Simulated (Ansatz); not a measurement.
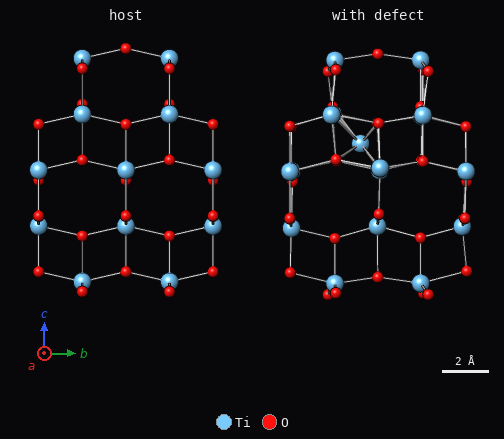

Left: perfect TiO$_{2}$. Right: the same region with one point defect, after relaxing the atoms in a supercell of 30 sites. A ball-and-stick model of the atoms within 6.0 Å of one point, in a slice 4.2 Å thick across the line of sight, seen along the a axis.

Computed with Ansatz 0.2.0, DFT PBE+U, scalar-relativistic, plane waves, PAW. Settings: plane-wave cutoff 420 eV; k-point mesh 2 × 2 × 2; occupations gaussian; smearing width 0.01 eV; mesh shifted by (0.5, 0.5, 0.5); U Ti 4.0 eV; collinear spin. The cell is small and the k-mesh coarse, so the numbers are rough. A uniform background neutralises the charged cell. The axes drawn are those of the host's conventional cell.

Which defect is it?

An oxygen atom is replaced by titanium.

The charge state of the cell is +1.

How does the lattice respond?

In the host the O atom has 3 Ti at 1.96 to 2.01 Å; the Ti atom ends with 5 O at 2.02 to 2.19 Å. Of the host's atoms, a titanium atom moves furthest from its site, by 0.40 Å. The cell's net moment is 1.00 μB.
